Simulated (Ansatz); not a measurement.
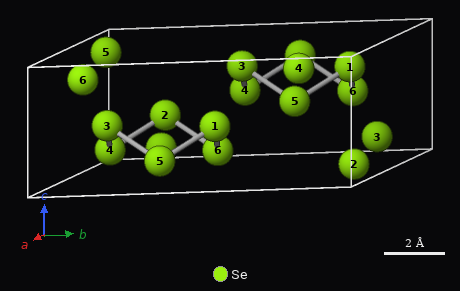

This is the input geometry for a relaxation of crystalline Se (set up in R-3). The picture is a ball-and-stick view of the conventional cell (3 times the calculation's cell), seen slightly off an axis. Lengths and directions refer to the drawn axes.

Phase: rhombohedral Se6.

All numbers below come from DFT, PBEsol, plane waves (420 eV) with PAW, scalar-relativistic (Ansatz).

Input file:
```yaml
crystal:
  lattice:
    - [5.6809998619, 3.2799267995, 1.47633]
    - [-5.6809998619, 3.2799267995, 1.47633]
    - [0.0, -6.5598535991, 1.47633]
  atoms:
    - { symbol: Se, position: [0.28066, 0.16251, 0.91818] }
    - { symbol: Se, position: [0.91818, 0.28066, 0.16251] }
    - { symbol: Se, position: [0.16251, 0.91818, 0.28066] }
    - { symbol: Se, position: [0.71934, 0.83749, 0.08182] }
    - { symbol: Se, position: [0.08182, 0.71934, 0.83749] }
    - { symbol: Se, position: [0.83749, 0.08182, 0.71934] }
hamiltonian:
  xc: pbesol
  pseudopotentials:
    kind: paw
    azcp:
      Se: "pseudopotentials/Se.paw.azcp"
basis:
  ecutwfc: 420
  fft_grid_basis: typed
kpoints:
  mp_grid: { grid: [4, 4, 4], shift: [0, 0, 0] }
magnetization:
  spin_polarized: false
scf:
  occupations: { method: fermi_dirac, width: 0.05 }
relax:
  max_steps: 60
  f_tol: 0.01
  cell: {}
```

Q: Where does the relaxation end?

A: The largest moves relative to the cell, 0.17 Å, are those of Se1, Se2, Se3, Se4, Se5 and Se6. Se2 goes along [−2 0 1]. Cell: a = b 11.362 → 10.723 Å (−5.6 %), c 4.429 → 4.537 Å (+2.4 %). Volume −8.8 %. Among the contacts that change: Se1–Se2 3.414 → 3.028 Å, Se1–Se5 2.356 → 2.430 Å. The space group stays R-3 (No. 148). After 6 accepted moves (8 points after the start) the energy has fallen by 0.185 eV per cell of the calculation. Largest force component: 0.3 eV/Å at the start, 0.008 eV/Å at the end. The pressure goes from 0.10 to −0.01 GPa. The line search rejected the trial step at point 4 of the run. The SCF was repeated once at an unchanged geometry on a basis and grid sized afresh for the cell, which shifted the energy by 1.2 meV per cell of the calculation at most. The program noted that a PAW file was made for another functional than the run's. Cost: 21 s on 2 threads of Intel(R) Xeon(R) Platinum 8488C (Sapphire Rapids), on a shared host, peak memory 0.57 GiB.

The end point in the same view:

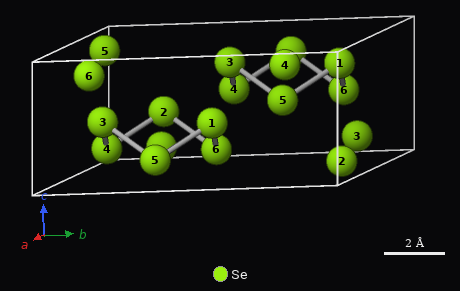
